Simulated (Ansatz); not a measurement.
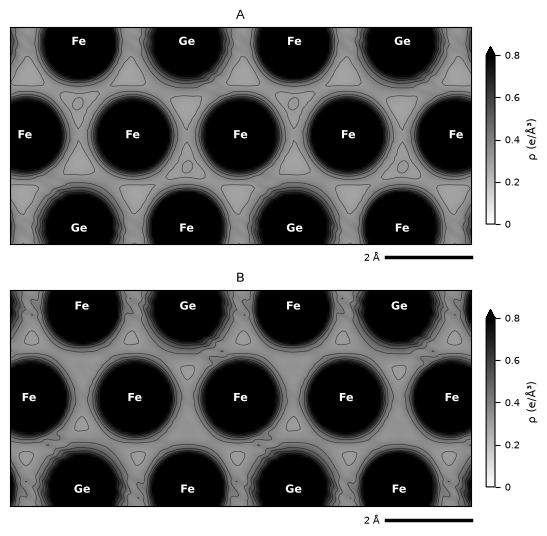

FeGe. The valence charge density (pseudo) of two cells that differ in size, on the (001) plane of each (indices in the axes of the calculation cell), at one length scale and on one colour scale; one has 14.8 and the other 15.7 Å³ an atom.

Space group P6/mmm; a structure from a database of computed crystals, not necessarily the ambient phase; spin-polarised.

Computed with Kohn-Sham DFT of a periodic cell, LDA, Ansatz PAW (Ansatz).

The larger cell:

```cif
data_structure
_symmetry_space_group_name_H-M 'P 1'
_symmetry_Int_Tables_number 1
_cell_length_a 5.0956
_cell_length_b 5.0956
_cell_length_c 4.1965
_cell_angle_alpha 90.000
_cell_angle_beta 90.000
_cell_angle_gamma 120.000
_cell_volume 94.36
loop_
_atom_site_label
_atom_site_type_symbol
_atom_site_fract_x
_atom_site_fract_y
_atom_site_fract_z
_atom_site_occupancy
Ge1 Ge 0.66667 0.33333 0.50000 1
Ge2 Ge 0.33333 0.66667 0.50000 1
Ge3 Ge 0.00000 0.00000 0.00000 1
Fe1 Fe 0.00000 0.50000 0.00000 1
Fe2 Fe 0.50000 0.50000 0.00000 1
Fe3 Fe 0.50000 0.00000 0.00000 1
```

The smaller cell: a = 4.998 Å, b = 4.998 Å, c = 4.116 Å, α = 90.00°, β = 90.00°, γ = 120.00°.

Which is the denser cell? Describe the effect of the change.

Panel B is the smaller cell, by 6 % in volume. From the larger cell to the smaller, Fe–Fe goes from 2.55 to 2.50 Å, and the density at its midpoint from 0.33 to 0.36 e/Å³; Fe–Ge goes from 2.55 to 2.50 Å; the pressure goes from −20 to −15 GPa; the largest moment (Fe) goes from 1.5 to 1.4 μB.
